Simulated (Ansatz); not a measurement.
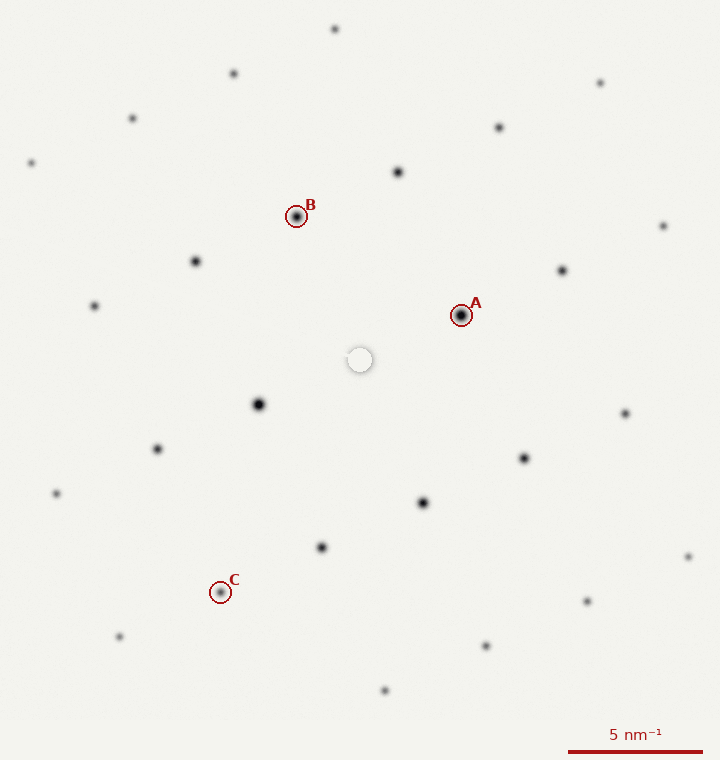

Computed electron diffraction pattern, 120 kV, single scattering only, B = 0.5 Å². The zone axis points towards the electron source and the pattern is seen from the source side.

Crystal: Fe, space group Pm-3m (No. 221), a = 2.41 Å. Structure: coordinates from a relaxation with DFT r2SCAN, scalar-relativistic, plane waves, PAW in Ansatz; the starting structure was generated, so it need not be a known form of this composition.

Spot A is indexed 0 0 -1 and spot B -1 1 0.

Index the other marked spot.

C = −2A − B = 1 -1 2 (d = 0.985 Å).

Which zone axis is this?

The cross product of A and B is parallel to [110]; every spot obeys hu + kv + lw = 0.

What are the spacings of A and B and the angle between them?

d(A) = 2.412 Å, d(B) = 1.706 Å, and the angle is 90.0°.
